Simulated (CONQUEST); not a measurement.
**C: 7 runs along one coordinate**

System: C (4 atoms in the cell).
Method: Kohn-Sham DFT of a periodic cell, PBE, PseudoDojo NC PBE, no spin polarisation (CONQUEST 1.3).

The 7 runs differ only in the geometry, by an even scaling of the cell at fixed fractional positions. The structure derives from an entry of the Crystallography Open Database.

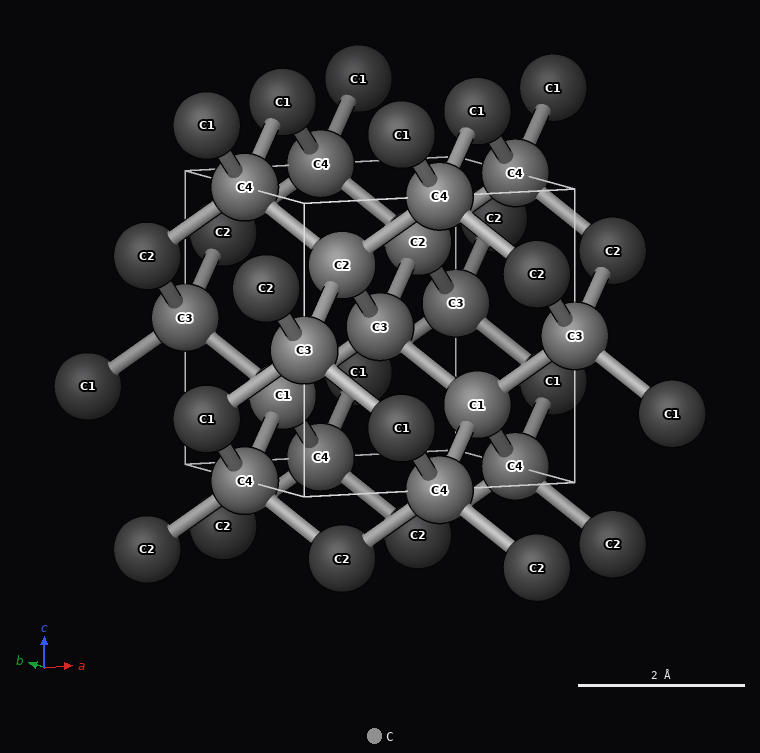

Figure 1. The structure of run 4 (ball-and-stick view of the cell 2 times as large as that of the calculation, set on its symmetry axes, seen slightly off an axis; neighbours outside the cell are drawn fainter; atoms are numbered from 1 in the order of the input).

**Input of run 4**
```
IO.Title C
IO.Coordinates coords.dat
IO.FractionalAtomicCoords T
IO.Iprint 2
IO.Iprint_init 1
General.NumberOfSpecies 1
General.PseudopotentialType hamann
AtomMove.TypeOfRun static
AtomMove.FullStress T
Grid.PointsAlongX 24
Grid.PointsAlongY 24
Grid.PointsAlongZ 36
DM.SolutionMethod diagon
Diag.MPMesh T
Diag.GammaCentred T
Diag.MPMeshX 10
Diag.MPMeshY 10
Diag.MPMeshZ 8
Diag.kT 0.00183747
minE.SCTolerance 1e-6
SC.MaxIters 100
IO.AtomChargeOutput T
%block ChemicalSpeciesLabel
1 12.010 C
%endblock
```

Command:
```bash
Conquest
```

Lattice vectors (Å) and fractional positions of run 4:
```
   2.522066    0.000000    0.000000
   0.000000    2.522066    0.000000
   0.000000    0.000000    3.566740
C   0.000000  0.500000  0.250000
C   0.500000  0.000000  0.750000
C   0.000000  0.000000  0.500000
C   0.500000  0.500000  0.000000
```

Run 3 has the same physical settings and fractional positions; its lattice vectors (Å) are:
```
   2.505139    0.000000    0.000000
   0.000000    2.505139    0.000000
   0.000000    0.000000    3.542801
```

**Results, with one run withheld**

```tsv
run	volume per atom (Å³)	free energy per atom, from the lowest run given (meV)	pressure (GPa)	gap on the mesh (eV)
1	5.332	104.85	57.13	6.30
2	5.445	69.01	44.73	6.19
3	5.558	?	?	?
4	5.672	21.56	23.18	5.99
5	5.785	8.61	13.80	5.90
6	5.899	1.44	6.07	5.81
7	6.012	0.00	−1.89	5.73
```

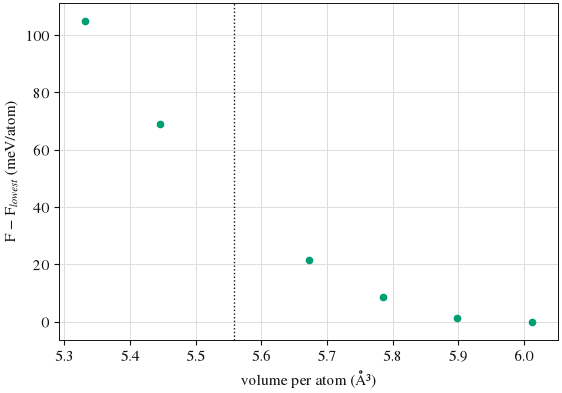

Figure 2. Free energy per atom of the runs given; the dotted line marks run 3.

What should run 3 give?

A cubic polynomial in V^(−2/3) (the Birch–Murnaghan form), fitted to the 6 runs given, misses them by at most 0.07 meV per atom. With x = V^(−2/3) − 0.31404 Å⁻², it reads F = 20.133 + 3769.5 x + 1.7765e+05 x² + 2.0977e+05 x³ (meV per atom). At run 3 it gives 41.60 meV per atom, and the run itself gives 41.43. The slope of the fit gives a pressure −dF/dV of 33.32 GPa there, and the run prints 33.28 GPa. The fit has its minimum at 5.989 Å³ per atom, where V d²F/dV² gives 374 GPa: the bulk modulus at this level, since symmetry fixes the shape and the positions. The gap on the mesh goes, without turning, from 6.30 eV in run 1 to 5.73 eV in run 7; run 3 has 6.09 eV. These are gaps of this functional on this mesh, which can miss the band edges; they aren't the measured gap.

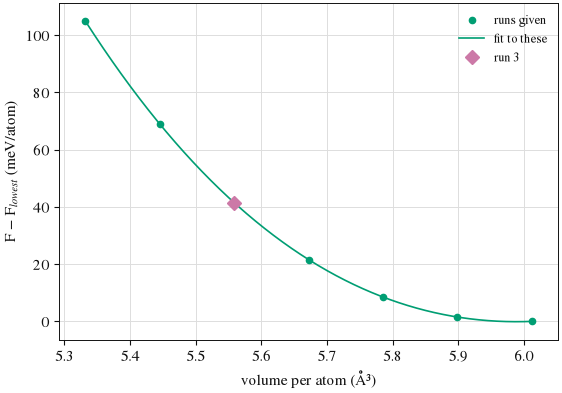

Figure 3. The fit and the withheld run.

**Some lines of the output (run 3)**
```
[...]
      Using Fermi-Dirac smearing
          DFT Total Energy                 :       -23.937619477383848 Ha
          DFT Total Energy                 :       -23.937734420601998 Ha
          Free Energy (E-TS)               :       -23.937767756123993 Ha
          DFT Total Energy                 :       -23.937767755015280 Ha
          Free Energy (E-TS)               :       -23.937767770385520 Ha
          DFT Total Energy                 :       -23.937767757119246 Ha
          Free Energy (E-TS)               :       -23.937767769423747 Ha
          DFT Total Energy                 :       -23.937767757496644 Ha
      | Free Energy as E-TS      =       -23.937767769423747 Ha
      |* DFT total energy        =       -23.937767757496644 Ha
    force: Average pressure:     33.27770697 GPa
```

Notes: Points of doubt noted for this run: small atomic basis. With a small basis of atomic orbitals these values can differ much from converged plane-wave results.
